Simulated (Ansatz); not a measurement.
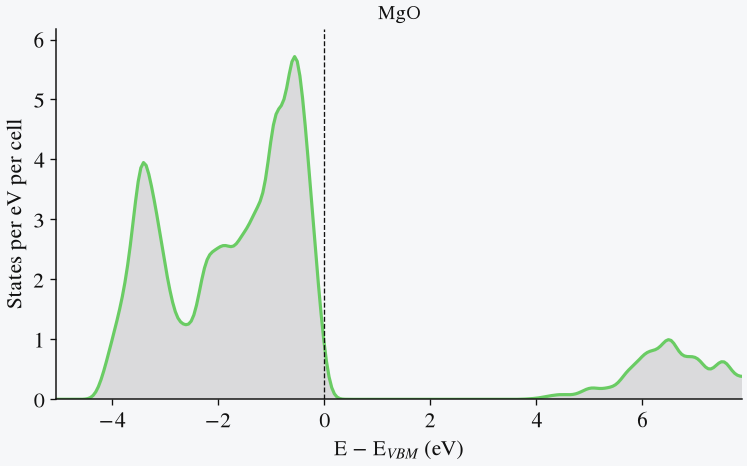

Density of states. Energies are counted from the top of the valence band. The curve is built from the levels of the k mesh with Gaussians 0.3 eV wide, which also blur the band edges.

Calculation on MgO, space group Cmcm, 4 atoms in the cell, InSe-12 type type; a = 6.13 Å, b = 6.13 Å, c = 2.90 Å, α = 118.18°, β = 118.18°, γ = 26.85°.

Computed with Ansatz: DFT, r2SCAN+rVV10, plane waves, PAW, no spin polarisation, 12×12×12 k mesh, 500 eV cutoff, Fermi-Dirac smearing of 0.03 eV.

**Metal or insulator, going by the density of states?**

There is a gap; over the k points computed it is 3.88 eV (indirect; the smallest direct gap is 3.99 eV).

**Where is the tallest peak of the filled states in the window?**

Within the window shown, the tallest peak of the filled states lies 0.6 eV under the valence-band top, at about 5.7 states per eV and cell.

**How wide is the upper valence band?**

The upper group of valence states starts about 4.2 eV under the valence-band top, with a gap beneath it; it holds about 12 electrons a cell.
